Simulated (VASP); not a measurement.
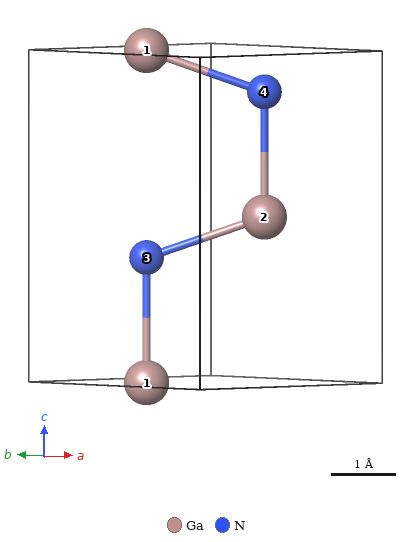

The structure as given in the input (ball-and-stick view of the cell of the calculation, seen at an oblique angle; atoms are numbered from 1 in the order of the input). An atom can appear more than once, as a periodic image. Near neighbours in the periodic cell (some may lie outside the picture): Ga has 4 N at 1.97 to 1.98 Å; N has 4 Ga at 1.97 to 1.98 Å.

**Run report: GaN, geometry relaxation (part 1 of 2)**

System: GaN (P6₃mc, 4 atoms in the cell).
Method: Kohn-Sham DFT of a periodic cell, PBE, VASP PAW PBE potentials, recommended, no spin polarisation (VASP 6.6.1).

The structure derives from an entry of the Crystallography Open Database.

OSZICAR:
```
N       E                     dE             d eps       ncg     rms          rms(c)
DAV:   1     0.280054458538E+03    0.28005E+03   -0.18603E+04  3472   0.303E+03
DAV:   2     0.829986565883E+01   -0.27175E+03   -0.26291E+03  3700   0.530E+02
DAV:   3    -0.266865798584E+02   -0.34986E+02   -0.34598E+02  3764   0.155E+02
DAV:   4    -0.282272448062E+02   -0.15407E+01   -0.15362E+01  4728   0.342E+01
DAV:   5    -0.282524231053E+02   -0.25178E-01   -0.25154E-01  3756   0.389E+00    0.108E+01
DAV:   6    -0.252517428490E+02    0.30007E+01   -0.37374E+00  6068   0.283E+01    0.570E+00
DAV:   7    -0.243000331159E+02    0.95171E+00   -0.49032E+00  5914   0.269E+01    0.271E+00
DAV:   8    -0.243564923197E+02   -0.56459E-01   -0.85004E-01  5044   0.155E+01    0.119E+00
DAV:   9    -0.243282400186E+02    0.28252E-01   -0.16390E-01  5822   0.703E+00    0.336E-01
DAV:  10    -0.243282922764E+02   -0.52258E-04   -0.32015E-02  5144   0.241E+00    0.312E-01
DAV:  11    -0.243277881817E+02    0.50409E-03   -0.51763E-03  3644   0.655E-01    0.182E-01
DAV:  12    -0.243283318189E+02   -0.54364E-03   -0.48405E-04  4896   0.503E-01    0.148E-01
DAV:  13    -0.243278621855E+02    0.46963E-03   -0.19698E-03  5238   0.869E-01    0.326E-02
DAV:  14    -0.243278822504E+02   -0.20065E-04   -0.22327E-04  3772   0.122E-01    0.371E-02
DAV:  15    -0.243278850357E+02   -0.27854E-05   -0.11625E-05  5428   0.347E-02    0.496E-02
DAV:  16    -0.243278855121E+02   -0.47639E-06   -0.78594E-06  3428   0.204E-02    0.132E-02
DAV:  17    -0.243278856000E+02   -0.87854E-07   -0.21194E-06  4496   0.155E-02    0.251E-03
DAV:  18    -0.243278856613E+02   -0.61266E-07   -0.26661E-07  3538   0.484E-03
   1 F= -.24327886E+02 E0= -.24327886E+02  d E =-.243279E+02
       N       E                     dE             d eps       ncg     rms          rms(c)
DAV:   1    -0.243279532100E+02   -0.67610E-04   -0.10599E-03  4118   0.752E-01    0.514E-02
DAV:   2    -0.243279244836E+02    0.28726E-04   -0.81742E-05  4648   0.165E-01    0.387E-02
DAV:   3    -0.243278870625E+02    0.37421E-04   -0.13043E-04  4686   0.310E-01    0.625E-03
DAV:   4    -0.243278863237E+02    0.73880E-06   -0.93223E-06  3378   0.306E-02    0.580E-03
DAV:   5    -0.243278839200E+02    0.24038E-05   -0.30147E-06  4260   0.181E-02    0.219E-03
DAV:   6    -0.243278831639E+02    0.75606E-06   -0.97446E-07  4834   0.136E-02    0.128E-03
DAV:   7    -0.243278830258E+02    0.13814E-06   -0.12233E-07  1744   0.956E-03    0.509E-04
DAV:   8    -0.243278830347E+02   -0.89685E-08   -0.10096E-07  1780   0.237E-03
   2 F= -.24327883E+02 E0= -.24327883E+02  d E =0.262653E-05
       N       E                     dE             d eps       ncg     rms          rms(c)
DAV:   1    -0.243279181474E+02   -0.35122E-04   -0.49813E-04  4118   0.514E-01    0.351E-02
DAV:   2    -0.243279046124E+02    0.13535E-04   -0.38687E-05  4668   0.113E-01    0.265E-02
DAV:   3    -0.243278876479E+02    0.16965E-04   -0.61757E-05  4694   0.212E-01    0.427E-03
DAV:   4    -0.243278873788E+02    0.26911E-06   -0.43791E-06  3386   0.211E-02    0.399E-03
DAV:   5    -0.243278863652E+02    0.10136E-05   -0.14635E-06  4208   0.123E-02    0.148E-03
DAV:   6    -0.243278861432E+02    0.22204E-06   -0.36115E-07  2404   0.899E-03    0.666E-04
DAV:   7    -0.243278861463E+02   -0.30495E-08   -0.57196E-08  1780   0.521E-03
   3 F= -.24327886E+02 E0= -.24327886E+02  d E =-.485004E-06
```

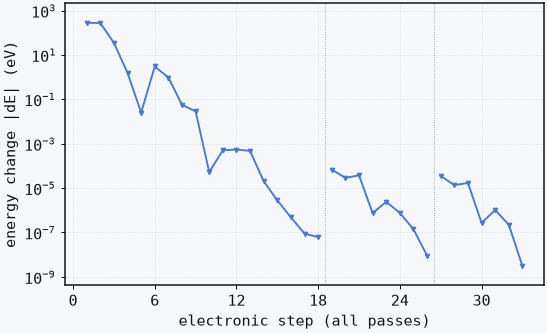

Convergence of the self-consistent field: energy change |dE| against the electronic step. Each stretch between dotted lines is the SCF of one geometry step of a relaxation. The 3 ionic steps take 7 to 18 electronic steps each. The density is held fixed in the first few steps, and dE rises again when its update begins.

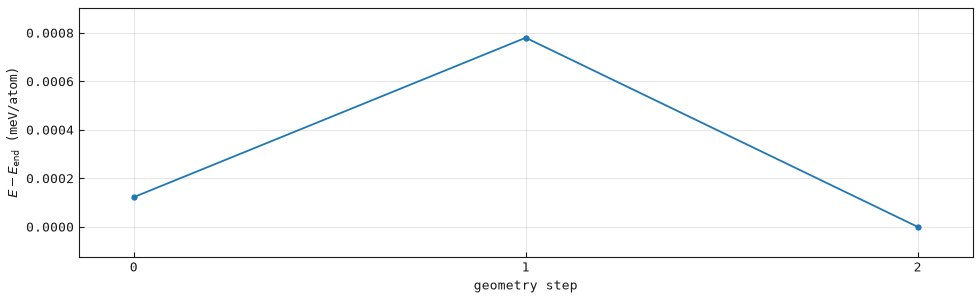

Progress of the relaxation, step by step (steps are counted from 0). No atom moves by more than 0.005 Å. The cell stays as it was. The space group stays P6_3mc (No. 186). The energy falls by next to nothing (0.0 meV per atom) in 2 geometry steps. Largest force component: 0.00019 eV/Å at the start, 0.00016 eV/Å at the end. (Atoms are counted from 1 in the order of the input.)

Parts of OUTCAR:
```
SYSTEM = GaN
   AMIX = 0.2
   EDIFF = 1E-7
   EDIFFG = -0.002
   ENCUT = 520
   GGA = PE
   IBRION = 2
   ISIF = 3
   ISMEAR = 0
   LASPH = .True.
   LREAL = .False.
   NELM = 80
   NSW = 80
   PREC = Accurate

 ion  position               nearest neighbor table
   1  0.333  0.667  0.999-   4 1.97   4 1.97   4 1.97   3 1.98
   2  0.667  0.333  0.499-   3 1.97   3 1.97   3 1.97   4 1.98
   3  0.333  0.667  0.376-   2 1.97   2 1.97   2 1.97   1 1.98
   4  0.667  0.333  0.876-   1 1.97   1 1.97   1 1.97   2 1.98

  LATTYP: Found a hexagonal cell.
 ALAT       =     3.2187183023
 C/A-ratio  =     1.6293070236

  Lattice vectors:

 A1 = (   3.2187183023,   0.0000000000,   0.0000000000)
 A2 = (  -1.6093591511,   2.7874918132,   0.0000000000)
 A3 = (   0.0000000000,   0.0000000000,   5.2442803370)

Analysis of symmetry for initial positions (statically):
=====================================================================
 Subroutine PRICEL returns:
 Original cell was already a primitive cell.

 Routine SETGRP: Setting up the symmetry group for a
 hexagonal supercell.

 Subroutine GETGRP returns: Found 12 space group operations
 (whereof  6 operations were pure point group operations)
 out of a pool of 24 trial point group operations.

The static configuration has the point symmetry C_3v.
 The point group associated with its full space group is C_6v.

Analysis of symmetry for dynamics (positions and initial velocities):
=====================================================================
 Subroutine PRICEL returns:
 Original cell was already a primitive cell.

 Routine SETGRP: Setting up the symmetry group for a
 hexagonal supercell.

 Subroutine GETGRP returns: Found 12 space group operations
 (whereof  6 operations were pure point group operations)
 out of a pool of 24 trial point group operations.

The dynamic configuration has the point symmetry C_3v.
 The point group associated with its full space group is C_6v.

 Subroutine INISYM returns: Found 12 space group operations
 (whereof  6 operations are pure point group operations),
 and found     1 'primitive' translations

----------------------------------------------------------------------------------------

                                     Primitive cell

  volume of cell :      47.0525

  direct lattice vectors                    reciprocal lattice vectors
     3.218718302  0.000000000  0.000000000     0.310682671  0.179372724  0.000000000
    -1.609359151  2.787491813  0.000000000     0.000000000  0.358745448  0.000000000
     0.000000000  0.000000000  5.244280337     0.000000000  0.000000000  0.190683933

  length of vectors
     3.218718302  3.218718299  5.244280337     0.358745448  0.358745448  0.190683933

  position of ions in fractional coordinates (direct lattice)
     0.333333330  0.666666670  0.999142801
     0.666666670  0.333333330  0.499142801
     0.333333330  0.666666670  0.375857199
     0.666666670  0.333333330  0.875857199

  ion indices of the primitive-cell ions
   primitive index   ion index
                 1           1
                 2           2
                 3           3
                 4           4

----------------------------------------------------------------------------------------

 KPOINTS: k-points

Automatic generation of k-mesh.
 Grid dimensions read from file:
 generate k-points for:   12   12    6

 Generating k-lattice:

  Cartesian coordinates                     Fractional coordinates (reciprocal lattice)
     0.025890223  0.014947727  0.000000000     0.083333333  0.000000000  0.000000000
     0.000000000  0.029895454  0.000000000     0.000000000  0.083333333  0.000000000
     0.000000000  0.000000000  0.031780655     0.000000000  0.000000000  0.166666667

  Length of vectors
     0.029895454  0.029895454  0.031780655

  Shift w.r.t. Gamma in fractional coordinates (k-lattice)
     0.000000000  0.000000000  0.000000000

 Subroutine IBZKPT returns following result:
 ===========================================

 Found     76 irreducible k-points:

 Following reciprocal coordinates:
            Coordinates               Weight
  0.000000  0.000000  0.000000      1.000000
  0.083333  0.000000  0.000000      6.000000
  0.166667  0.000000  0.000000      6.000000
  0.250000  0.000000  0.000000      6.000000
  0.333333  0.000000  0.000000      6.000000
  0.416667  0.000000  0.000000      6.000000
  0.500000  0.000000  0.000000      3.000000
  0.083333  0.083333  0.000000      6.000000
  0.166667  0.083333  0.000000     12.000000
  0.250000  0.083333  0.000000     12.000000
  0.333333  0.083333  0.000000     12.000000
  0.416667  0.083333  0.000000     12.000000
  0.166667  0.166667  0.000000      6.000000
  0.250000  0.166667  0.000000     12.000000
  0.333333  0.166667  0.000000     12.000000
  0.416667  0.166667  0.000000      6.000000
  0.250000  0.250000  0.000000      6.000000
  0.333333  0.250000  0.000000     12.000000
  0.333333  0.333333  0.000000      2.000000
  0.000000  0.000000  0.166667      2.000000
  0.083333  0.000000  0.166667     12.000000
  0.166667  0.000000  0.166667     12.000000
  0.250000  0.000000  0.166667     12.000000
  0.333333  0.000000  0.166667     12.000000
 [... further k-points ...]
   k-points           NKPTS =     76   k-points in BZ     NKDIM =     76   number of bands    NBANDS=     22
   number of dos      NEDOS =    301   number of ions     NIONS =      4
   total plane-waves  NPLWV =  23040
   dimension x,y,z NGX =    24 NGY =   24 NGZ =   40
   dimension x,y,z NGXF=    48 NGYF=   48 NGZF=   80
   ions per type =               2   2
   NGX,Y,Z   is equivalent  to a cutoff of  12.40, 12.40, 12.68 a.u.
   NGXF,Y,Z  is equivalent  to a cutoff of  24.79, 24.79, 25.36 a.u.
 SYSTEM =  GaN
   PREC   = accura    normal or accurate (medium, high low for compatibility)
   ISTART =      0    job   : 0-new  1-cont  2-samecut
   ICHARG =      2    charge: 1-file 2-atom 10-const
   ISPIN  =      1    spin polarized calculation?
   LNONCOLLINEAR =      F non collinear calculations
   LSORBIT =      F    spin-orbit coupling
   LASPH  =      T    aspherical Exc in radial PAW
   ENCUT  =  520.0 eV  38.22 Ry    6.18 a.u.   5.98  5.98  9.75*2*pi/ulx,y,z
   NELM   =     80;   NELMIN=  2; NELMDL= -5     # of ELM steps
   EDIFF  = 0.1E-06   stopping-criterion for ELM
   LREAL  =      F    real-space projection
   EDIFFG = -.2E-02   stopping-criterion for IOM
   NSW    =     80    number of steps for IOM
   IBRION =      2    ionic relax: 0-MD 1-quasi-New 2-CG
   NFREE  =      1    steps in history (QN), initial steepest desc. (CG)
   ISIF   =      3    stress and relaxation
   ISYM   =      2    0-nonsym 1-usesym 2-fastsym
   POTIM  = 0.5000    time-step for ionic-motion
   TEBEG  =    0.0;   TEEND  =   0.0 temperature during run
   PSTRESS=    0.0 pullay stress
   NELECT =      36.0000    total number of electrons
   NUPDOWN=      -1.0000    fix difference up-down
   EMIN   =  10.00;   EMAX   =-10.00  energy-range for DOS
   EFERMI =   0.00;   METHOD = LEGACY
   ISMEAR =     0;   SIGMA  =   0.02  broadening in eV -4-tet -1-fermi 0-gaus
   EFERMI_NEDOS =   21; number of points for ismear=-14 and -15
   IALGO  =     38    algorithm
   IMIX   =      4    mixing-type and parameters
     AMIX     =   0.20;   BMIX     =  1.00
     AMIX_MAG =   0.80;   BMIX_MAG =  1.00
  volume/ion in A,a.u.               =      11.76        79.38
  Fermi-wavevector in a.u.,A,eV,Ry     =   1.497321  2.829526 30.503846  2.241969
  Thomas-Fermi vector in A             =   2.609224
   LORBIT       =      0    0 simple, 1 ext, 2 COOP (PROOUT), +10 PAW based schemes
   GGA     = PE    functional components
   LHFCALC =     F    Hartree Fock is set to
   AEXX    =    0.0000 exact exchange contribution
   IVDW    =     0    specifies the selected vdW correction
   LEPSILON=     F    determine dielectric tensor
   LRPA    =     F    only Hartree local field effects (RPA)
 conjugate gradient relaxation of ions
 non-spin polarized calculation
 Gauss-broadening in eV      SIGMA  =   0.02
  energy-cutoff  :      520.00
  volume of cell :       47.05
 maximum number of plane-waves:      1292
 NGX is ok and might be reduce to    24
   NGX = 11   NGY = 11   NGZ = 19

--------------------------------------- Ionic step        1  -------------------------------------------

 number of electron      35.9999957 magnetization

 Free energy of the ion-electron system (eV)
  ---------------------------------------------------
  ext. energy  EPLUGINS =         0.00000000
  ---------------------------------------------------
  free energy    TOTEN  =       -24.32788566 eV

  energy without entropy =      -24.32788566  energy(sigma->0) =      -24.32788566

------------------------ aborting loop because EDIFF is reached ----------------------------------------

  FORCE on cell =-STRESS in cart. coord.  units (eV):
  Direction    XX          YY          ZZ          XY          YZ          ZX
  --------------------------------------------------------------------------------------
  -------------------------------------------------------------------------------------
  Total        0.0137556      0.0137556      0.0143591      0.0000000      0.0000000      0.0000000
  in kB        0.4683899      0.4683899      0.4889414      0.0000000      0.0000000      0.0000000
  external PRESSURE =       0.4752404 kB  Pullay stress =       0.0000000 kB

 VOLUME and BASIS-vectors are now :
```
